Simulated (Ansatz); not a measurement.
## Geometry relaxation, with input and output: ZrO₂

The run: geometry relaxation of ZrO₂ (Fm-3m, 3 atoms in the cell). Method and program: DFT, r2SCAN, dispersion d4, plane waves, PAW, no spin polarisation (Ansatz 0.2.0).

The structure derives from an entry of the Crystallography Open Database.

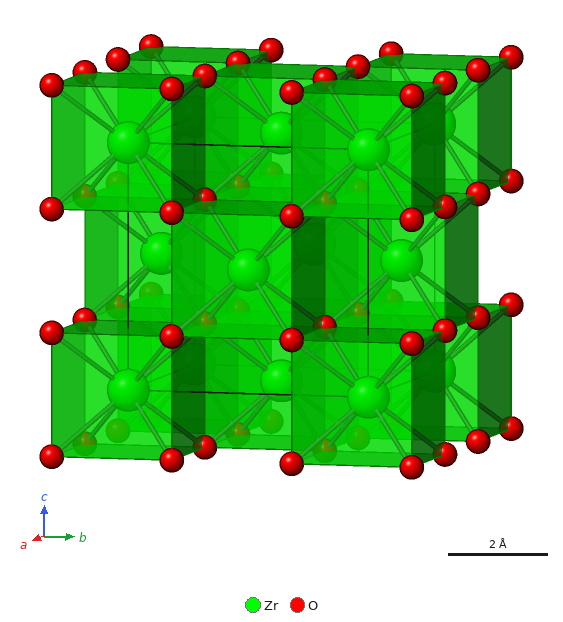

Figure 1. The structure as given in the input (polyhedral view of the cell 4 times as large as that of the calculation, set on its symmetry axes, seen slightly off an axis; polyhedra are completed across the faces of the cell). An atom can appear more than once, as a periodic image.

## The input
```yaml
crystal:
  lattice:
    - [0.0, 2.535, 2.535]
    - [2.535, 0.0, 2.535]
    - [2.535, 2.535, 0.0]
  atoms:
    - { symbol: Zr, position: [0.0, 0.0, 0.0] }
    - { symbol: O, position: [0.25, 0.25, 0.25] }
    - { symbol: O, position: [0.75, 0.75, 0.75] }
basis:
  ecutwfc: 500
kpoints:
  mp_grid: { grid: [8, 8, 8] }
hamiltonian:
  xc: r2scan
  dispersion: d4
scf:
  occupations: { method: gaussian, width: 0.02 }
output:
  forces: true
  eigenvalues: true
  stress: true
relax:
  adjacent_minimum: "off"
  f_tol: 0.005
  max_steps: 80
  cell: { stress_tol: 0.05 }
```

Run on 2 threads of Intel Xeon (Granite Rapids), 32 GiB of memory available, shared host.

Launched with:
```bash
ansatz run input.yaml --threads 2 --pin off --max-ram 5120MiB --backend cpu --events-out ev --progress --plain --runs-dir out
```

## What the program printed
```
Engine: ansatz 0.2.0, x86_64-unknown-linux-gnu
Pseudopotentials: kind: paw
Pseudopotential: Zr, paw, valence charge 12, recommended cutoff 500 eV (meta_gga), Zr.paw.azcp
Pseudopotential: O, paw, valence charge 6, recommended cutoff 500 eV (meta_gga), O.paw.azcp
Functional definition: r2SCAN
  parameter k0 = 0.174
  parameter k1 = 0.065
  parameter a1 = 4.9479
  exchange = r2scan_x(k0 = k0, k1 = k1, a1 = a1)
  correlation = r2scan_c
Crystal: 3 atoms, lattice volume = 32.581 Å³
Basis set: ecut = 500 eV, 869 PW (Γ), exchange–correlation on 108×108×108 points (64 copies of the dense FFT grid, shifted against one another)
Bands: 16, of which v1, the nominal top of the filled ones, is band 12 counted from 1 (11 counted from 0)
Symmetry: 48 space group operations
Space group: Fm-3m (ITA 225), of the structure as read, at distance tolerance 3.2e-5 Å
k-points: 29 of 512
Non-local potential: Zr, projectors of the file, l = 0: 3, l = 1: 2, l = 2: 2, l = 3: 2
Non-local potential: O, projectors of the file, l = 0: 2, l = 1: 2, l = 2: 1
PAW form: soft (Blöchl's): semilocal exchange-correlation on the pseudo side does not see the compensation charge
PAW frozen core: Zr, regenerated for the run's functional (the file was generated under x = pbe(κ = 0.804, μ = 0.2195149727645171), c = pbe(β = 0.06672455060314922))
PAW frozen core: O, regenerated for the run's functional (the file was generated under x = pbe(κ = 0.804, μ = 0.2195149727645171), c = pbe(β = 0.06672455060314922))
PAW one-centre angular grid: Zr, 590 points (default); XC on 160 Gauss nodes
PAW one-centre angular grid: O, 302 points (default); XC on 160 Gauss nodes
Initial density: superposition of atomic densities (neutral atoms: chi_scale 0, normalization atom), corrected by the library's trained network
Initial wavefunctions: pseudopotential atomic-orbital guess
Functional: x = r2scan, c = r2scan; τ floored in thin density (d = 2e-4 eV/Å³)
SCF iter   1: F=—  HF=-5338.236091 eV  |F-HF|=—  |Δ(HF+E_count)|=         —  Δρ=1.63e-2  dr2=1.05e-1  dr2_τ=1.99e-1  ethr=1.77e-3  ⟨swp⟩=6.1  Hψ=2343  notcnv=0
preconditioner: auto → none  [insulator: Δε(μ)=4.266 eV  Ē_g=18.474 eV  σ=0.020 eV  W_gap=1.00  n_scr=14 (ndim 8)  ℏωp=30.5 eV  f_vac=0.025  D(μ)=0.00/eV (n_scr^D=0)  ε∞_Penn≈3.7]
SCF iter   2: F=—  HF=-5338.310177 eV  |F-HF|=—  |Δ(HF+E_count)|=   7.41e-2  Δρ=1.19e-2  dr2=2.56e-2  dr2_τ=9.85e-3  ethr=4.39e-4  ⟨swp⟩=2.8  Hψ=1067  notcnv=0
SCF iter   3: F=—  HF=-5338.304234 eV  |F-HF|=—  |Δ(HF+E_count)|=   5.94e-3  Δρ=3.33e-3  dr2=1.57e-3  dr2_τ=2.23e-4  ethr=1.07e-4  ⟨swp⟩=2.0  Hψ=781  notcnv=0
SCF iter   4: F=—  HF=-5338.304544 eV  |F-HF|=—  |Δ(HF+E_count)|=   3.10e-4  Δρ=7.80e-4  dr2=7.61e-5  dr2_τ=1.92e-5  ethr=6.54e-6  ⟨swp⟩=2.3  Hψ=796  notcnv=0
SCF iter   5: F=—  HF=-5338.304553 eV  |F-HF|=—  |Δ(HF+E_count)|=   8.87e-6  Δρ=9.31e-5  dr2=6.72e-7  dr2_τ=2.38e-7  ethr=3.17e-7  ⟨swp⟩=2.2  Hψ=674  notcnv=0
SCF iter   6: F=-5338.304554 eV  HF=-5338.304554 eV  |F-HF|=6.42e-9  |Δ(HF+E_count)|=   1.22e-6  Δρ=1.18e-5  dr2=2.28e-8  dr2_τ=8.13e-9  ethr=4.17e-10  ⟨swp⟩=6.0  Hψ=2288  notcnv=0
SCF 1 converged in 6 iterations: F = -5338.304554 eV  dr2 = 2.28e-8
  greatest PAW one-centre occupation: 0.990 electrons in one spin orbital (limit 2), on the Zr atom at site 0 (counted from 0), in its partial waves of l = 1
relax step   1: F+E_penalty+E_count = -5338.30455405 eV  Δ(F+E_penalty+E_count) = +0.000e0 eV  max|allowed force component| = 4.626e-18 eV/Å  Δτ_max = 0.0000 Å  P = +1.522 GPa  Ω = 32.581 Å³  (6 SCF iters, dr2 threshold 1.00e-7 eV, accepted)
Crystal: 3 atoms, lattice volume = 32.806 Å³
Initial density: handed on by an earlier stage of this run
Initial wavefunctions: those handed on with the density
iter 1 solved again at ethr=1.47e-6 eV; its pass at ethr=3.10e-3 eV (dr2=3.54e-4 eV) is discarded
SCF iter   1: F=—  HF=-5338.304234 eV  |F-HF|=—  |Δ(HF+E_count)|=         —  Δρ=9.60e-4  dr2=2.67e-4  dr2_τ=1.16e-3  ethr=1.47e-6  ⟨swp⟩=2.2  Hψ=3000  notcnv=0
preconditioner: auto → none  [insulator: Δε(μ)=3.892 eV  Ē_g=18.220 eV  σ=0.020 eV  W_gap=1.00  n_scr=14 (ndim 8)  ℏωp=30.4 eV  f_vac=0.028  D(μ)=0.00/eV (n_scr^D=0)  ε∞_Penn≈3.8]
SCF iter   2: F=—  HF=-5338.305226 eV  |F-HF|=—  |Δ(HF+E_count)|=   9.92e-4  Δρ=3.29e-4  dr2=2.90e-5  dr2_τ=9.53e-6  ethr=1.11e-6  ⟨swp⟩=2.7  Hψ=907  notcnv=0
SCF iter   3: F=—  HF=-5338.305224 eV  |F-HF|=—  |Δ(HF+E_count)|=   1.82e-6  Δρ=1.65e-4  dr2=8.61e-6  dr2_τ=1.48e-6  ethr=1.21e-7  ⟨swp⟩=2.6  Hψ=778  notcnv=0
SCF iter   4: F=—  HF=-5338.305223 eV  |F-HF|=—  |Δ(HF+E_count)|=   6.01e-7  Δρ=6.78e-5  dr2=5.98e-7  dr2_τ=1.19e-7  ethr=3.59e-8  ⟨swp⟩=2.0  Hψ=688  notcnv=0
SCF iter   5: F=-5338.305223 eV  HF=-5338.305223 eV  |F-HF|=3.17e-8  |Δ(HF+E_count)|=   3.66e-9  Δρ=1.47e-5  dr2=6.63e-8  dr2_τ=7.26e-9  ethr=1.25e-9  ⟨swp⟩=5.6  Hψ=2155  notcnv=0
SCF 2 converged in 5 iterations: F = -5338.305223 eV  dr2 = 6.63e-8
relax step   2: F+E_penalty+E_count = -5338.30522320 eV  Δ(F+E_penalty+E_count) = -6.691e-4 eV  max|allowed force component| = 1.369e-17 eV/Å  Δτ_max = 0.0000 Å  P = -0.277 GPa  Ω = 32.806 Å³  energy of the carried Pulay correction = -1.981e-4 eV  (5 SCF iters, dr2 threshold 3.00e-7 eV, accepted)
Crystal: 3 atoms, lattice volume = 32.771 Å³
iter 1 solved again at ethr=3.01e-8 eV; its pass at ethr=3.10e-3 eV (dr2=7.22e-6 eV) is discarded
SCF iter   1: F=—  HF=-5338.305261 eV  |F-HF|=—  |Δ(HF+E_count)|=         —  Δρ=1.38e-4  dr2=5.38e-6  dr2_τ=2.72e-5  ethr=3.01e-8  ⟨swp⟩=2.0  Hψ=2941  notcnv=0
preconditioner: auto → none  [insulator: Δε(μ)=3.905 eV  Ē_g=18.236 eV  σ=0.020 eV  W_gap=1.00  n_scr=14 (ndim 8)  ℏωp=30.4 eV  f_vac=0.025  D(μ)=0.00/eV (n_scr^D=0)  ε∞_Penn≈3.8]
SCF iter   2: F=—  HF=-5338.305284 eV  |F-HF|=—  |Δ(HF+E_count)|=   2.30e-5  Δρ=4.17e-5  dr2=5.17e-7  dr2_τ=1.61e-7  ethr=2.24e-8  ⟨swp⟩=2.1  Hψ=812  notcnv=0
SCF iter   3: F=-5338.305284 eV  HF=-5338.305284 eV  |F-HF|=8.53e-8  |Δ(HF+E_count)|=   2.98e-8  Δρ=2.27e-5  dr2=1.66e-7  dr2_τ=2.99e-8  ethr=8.00e-10  ⟨swp⟩=5.7  Hψ=2209  notcnv=0
SCF 3 converged in 3 iterations: F = -5338.305284 eV  dr2 = 1.66e-7
relax step   3: F+E_penalty+E_count = -5338.30528424 eV  Δ(F+E_penalty+E_count) = -6.104e-5 eV  max|allowed force component| = 8.095e-18 eV/Å  Δτ_max = 0.0000 Å  P = -0.003 GPa  Ω = 32.771 Å³  energy of the carried Pulay correction = -1.675e-4 eV  (3 SCF iters, dr2 threshold 1.92e-7 eV, accepted)
Initial wavefunctions: pseudopotential atomic-orbital guess (no wavefunctions were taken with the density)
iter 1 solved again at ethr=3.51e-8 eV; its pass at ethr=3.10e-3 eV (dr2=8.41e-6 eV) is discarded
SCF iter   1: F=—  HF=-5338.305421 eV  |F-HF|=—  |Δ(HF+E_count)|=         —  Δρ=3.03e-5  dr2=1.82e-7  dr2_τ=1.04e-7  ethr=3.51e-8  ⟨swp⟩=3.5  Hψ=3709  notcnv=0
preconditioner: auto → none  [insulator: Δε(μ)=3.904 eV  Ē_g=18.235 eV  σ=0.020 eV  W_gap=1.00  n_scr=14 (ndim 8)  ℏωp=30.4 eV  f_vac=0.025  D(μ)=0.00/eV (n_scr^D=0)  ε∞_Penn≈3.8]
SCF iter   2: F=—  HF=-5338.305421 eV  |F-HF|=—  |Δ(HF+E_count)|=   1.05e-7  Δρ=1.85e-5  dr2=4.59e-8  dr2_τ=1.46e-8  ethr=7.60e-10  ⟨swp⟩=2.0  Hψ=687  notcnv=0
SCF iter   3: F=—  HF=-5338.305421 eV  |F-HF|=—  |Δ(HF+E_count)|=   5.14e-9  Δρ=8.56e-6  dr2=9.00e-9  dr2_τ=1.48e-9  ethr=1.91e-10  ⟨swp⟩=2.0  Hψ=648  notcnv=0
SCF iter   4: F=—  HF=-5338.305421 eV  |F-HF|=—  |Δ(HF+E_count)|=   1.60e-9  Δρ=2.94e-6  dr2=9.54e-10  dr2_τ=1.96e-10  ethr=3.75e-11  ⟨swp⟩=2.0  Hψ=670  notcnv=0
SCF iter   5: F=-5338.305421 eV  HF=-5338.305421 eV  |F-HF|=1.64e-11  |Δ(HF+E_count)|=  2.87e-10  Δρ=5.30e-7  dr2=2.64e-11  dr2_τ=6.95e-12  ethr=1.00e-12  ⟨swp⟩=4.5  Hψ=2342  notcnv=0
SCF 4 converged in 5 iterations: F = -5338.305421 eV  dr2 = 2.64e-11
relax step   4: F+E_penalty+E_count = -5338.30542136 eV  Δ(F+E_penalty+E_count) = -1.371e-4 eV  max|allowed force component| = 1.542e-17 eV/Å  Δτ_max = 0.0000 Å  P = -0.005 GPa  Ω = 32.771 Å³  stress off target by 5.15e-3 GPa  SCF on the basis re-selected at this cell (its energy is not comparable with the rows above)  (5 SCF iters)
```

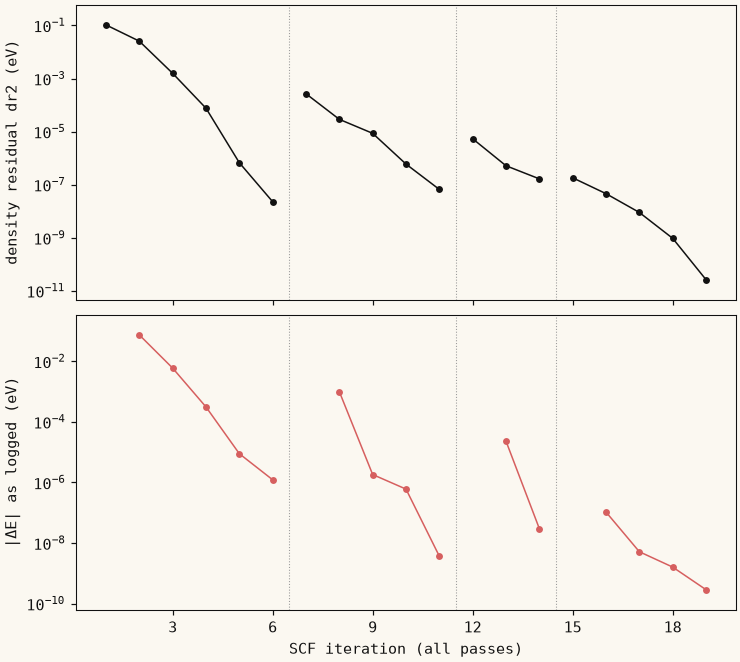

Figure 2. Convergence of the self-consistent field: density residual dr2 and size of the energy change against the SCF iteration. The dotted lines part the SCF passes of the relaxation: geometry steps, rejected trials and re-solves on a re-selected basis. The passes take 6, 5, 3 and 5 iterations.

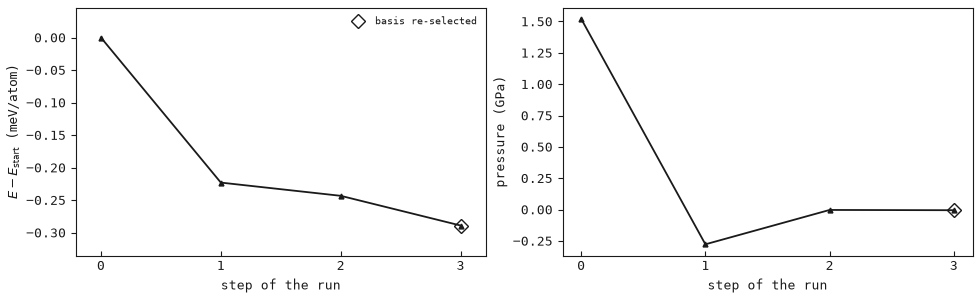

Figure 3. Progress of the relaxation, step by step (the first geometry is step 0 here and step 1 in the log). The atoms keep their places relative to the cell (all moves are under 0.005 Å). Cell: a = b = c 5.070 → 5.080 Å (+0.2 %). Volume +0.6 %. Among the contacts that change: Zr1–O2 2.195 → 2.200 Å. The space group stays Fm-3m (No. 225). The energy falls by 0.2 meV per atom in 2 geometry steps. All forces vanish by symmetry, so only the cell relaxes. The pressure goes from 1.52 to −0.01 GPa. A last SCF at the same geometry on a re-selected plane-wave basis shifts the energy by next to nothing (0.0 meV per atom). (Atoms are counted from 1 in the order of the input.)

```
basis re-selected at this cell: Δ(F+E_penalty+E_count) = -1.371e-4 eV, ΔP = -0.002 GPa vs the last step (what re-selecting the basis moved, of the pressure what is left beyond the Pulay correction that the steps carried, after the strain that the cell walked since its last selection, with what the two solves' SCF thresholds leave and, on support functions, any second-order correction that the steps lacked; it is no measure of the basis error at this ecutwfc). This SCF's stress stands 5.15e-3 GPa from its target on what of the cell is left free (relax.cell.stress_tol is 5.00e-2 GPa) and its largest allowed force component is 1.54e-17 eV/Å (relax.f_tol is 5.00e-3 eV/Å): within both
SCF converged after 5 iterations
Free energy (F): -5338.305421 eV
Harris-Foulkes:  -5338.305421 eV  (|F-HF|=1.64e-11)
Internal energy: -5338.305421 eV  (E = F + TS)
E sigma→0 (E₀):  -5338.305421 eV
Fermi energy:    13.887298 eV
--- Per-component energies (eV) ---
  E_band       = -78.200021
  E_kinetic    = 689.959482
  E_local      = -1135.144624  (includes V_loc(G=0)·N_el)
  E_nonlocal   = 169.301221
  E_hartree    = 375.649626
  E_xc         = -305.877520
  E_vxc        = -426.639164  (∫ρ·V_xc dr)
  E_paw        = -3289.549275  (= ΣΔE_a)
  E_vpaw       = -152.774383  (= ΣTr[D̂ρ^β])
  E_aug_tail   = 0.002211  (compensation charges beyond the density's cutoff)
  E_vtau       = 25.796080  (kinetic-family band-sum trace: ∫τ·v_τ [+ j·A + Jᵃ·Aᵃ] dr)
  E_ewald      = -1842.171042
  E_disp       = -0.246877  (pairwise vdW)
  E_core_change = -0.228623  (= ΣΔE_core)
  E_smearing   = -0.000000  (= −TS)
  E_closure    = -0.000000  (closes the sum)
  Σ components = -5338.305421   (vs F -5338.305421, Δ=0.00e0)
--- Forces (eV/Å), atoms counted from 1 ---
  atom   1  Zr    -0.00000000    -0.00000000     0.00000000
  atom   2  O      0.00000000     0.00000000     0.00000000
  atom   3  O     -0.00000000    -0.00000000    -0.00000000
  max |Σ_I F_I| component: 2.31e-18 eV/Å
--- Stress (GPa, compression-positive) ---
       -0.005147       0.000000      -0.000000
       -0.000000      -0.005147      -0.000000
       -0.000000       0.000000      -0.005147
  P = ⅓ Tr σ = -0.0051 GPa (-0.051 kbar)
--- Band table (eV; the first three rows and the last of 29) ---
  k-point 0: bands = ["-37.6174", "-14.7074", "-14.7074", "-14.7074", "-7.2891", "-4.7393", "6.5846", "6.5846", "6.5846", "11.3842", "11.3842", "11.3842", "15.8393", "15.8393", "19.1674", "21.9758"]
  k-point 1: bands = ["-37.6100", "-14.8305", "-14.7181", "-14.7181", "-7.0612", "-4.8936", "6.7393", "6.7393", "7.0106", "11.0201", "11.1169", "11.1169", "16.1124", "16.1124", "19.6207", "21.4485"]
  k-point 2: bands = ["-37.5922", "-15.1058", "-14.7440", "-14.7440", "-6.5815", "-5.1631", "7.1206", "7.1206", "8.0158", "10.2868", "10.6301", "10.6301", "16.5122", "16.5122", "19.3234", "21.2968"]
  k-point 28: bands = ["-37.5501", "-15.2207", "-15.2207", "-14.8918", "-5.5099", "-5.5099", "7.1190", "7.2037", "9.5046", "9.5046", "10.5504", "11.7210", "16.8763", "17.0688", "18.8211", "18.8211"]
--- Relaxed structure (3 steps of the walk, 3 accepted, 1 SCFs on fresh bases) ---
  F+E_penalty+E_count = -5338.30542136 eV   max|allowed force component| = 1.542e-17 eV/Å   (the final SCF, on the basis selected at the relaxed cell)
  cell:  # Å, volume = 32.7713 Å³
    - [1.0827665569903126e-34, 2.5399267617200505, 2.5399267617200505]
    - [2.5399267617200505, 2.292917414803015e-34, 2.5399267617200505]
    - [2.5399267617200505, 2.5399267617200505, 3.1846075205597433e-35]
  atoms:
    - { symbol: Zr, position: [5.926779143712004e-35, -9.252271468036953e-35, -2.543581201463716e-35] }
    - { symbol: O, position: [0.25, 0.25, 0.25] }
    - { symbol: O, position: [0.75, 0.75, 0.75] }
```

## Trajectory as extended XYZ (Å, eV, eV/Å), 4 frames, from step=1 to step=4
```
3
Lattice="0.0000 2.5350 2.5350 2.5350 0.0000 2.5350 2.5350 2.5350 0.0000" Properties=species:S:1:pos:R:3:forces:R:3 step=1 energy=-5338.30455 pressure_GPa=1.52
Zr    0.0000    0.0000    0.0000    0.0000   0.0000   0.0000
O     1.2675    1.2675    1.2675    0.0000   0.0000   0.0000
O     3.8025    3.8025    3.8025    0.0000   0.0000   0.0000
3
Lattice="0.0000 2.5408 2.5408 2.5408 0.0000 2.5408 2.5408 2.5408 0.0000" Properties=species:S:1:pos:R:3:forces:R:3 step=2 energy=-5338.30522 pressure_GPa=-0.28
Zr    0.0000    0.0000    0.0000    0.0000   0.0000   0.0000
O     1.2704    1.2704    1.2704    0.0000   0.0000   0.0000
O     3.8112    3.8112    3.8112    0.0000   0.0000   0.0000
3
Lattice="0.0000 2.5399 2.5399 2.5399 0.0000 2.5399 2.5399 2.5399 0.0000" Properties=species:S:1:pos:R:3:forces:R:3 step=3 energy=-5338.30528 pressure_GPa=-0.00
Zr    0.0000    0.0000    0.0000    0.0000   0.0000   0.0000
O     1.2700    1.2700    1.2700    0.0000   0.0000   0.0000
O     3.8099    3.8099    3.8099    0.0000   0.0000   0.0000
3
Lattice="0.0000 2.5399 2.5399 2.5399 0.0000 2.5399 2.5399 2.5399 0.0000" Properties=species:S:1:pos:R:3:forces:R:3 step=4 energy=-5338.30542 pressure_GPa=-0.01
Zr    0.0000    0.0000    0.0000    0.0000   0.0000   0.0000
O     1.2700    1.2700    1.2700    0.0000   0.0000   0.0000
O     3.8099    3.8099    3.8099    0.0000   0.0000   0.0000
```

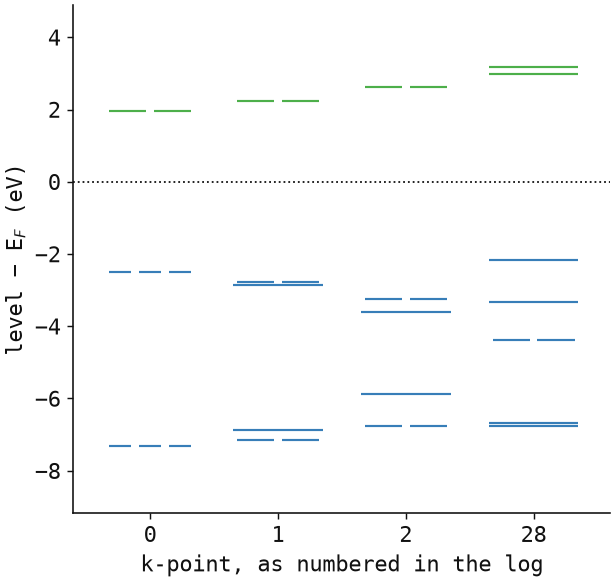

Figure 4. Kohn–Sham levels near the Fermi level (dotted) at the few k-points that the log prints; levels within 0.02 eV of each other stand side by side. Among these points the highest filled and lowest empty levels are 4.12 eV apart; the gap on the full mesh, 3.90 eV, has an edge at a point that isn't printed.

## Key numbers

| quantity | value |
| --- | --- |
| outcome | converged |
| space group (tolerance 0.01 Å) | Fm-3m (225) |
| electrons treated | 24 |
| free energy | −5338.3054 eV |
| Fermi energy | 13.887 eV |
| gap on the k-point mesh | 3.90 eV |
| pressure | −0.01 GPa |
| final volume | 32.77 Å³ |
| largest force (length of the vector) at the end | under 0.001 eV/Å |
| final cell | a = 3.592 Å, b = 3.592 Å, c = 3.592 Å, α = 60.00°, β = 60.00°, γ = 60.00° |
| wall time | 3.6 s (CPU time 6.7 s) |
| peak memory | 0.46 GiB |

## Notes

Settings chosen away from the usual ones: hamiltonian.dispersion set to d4.
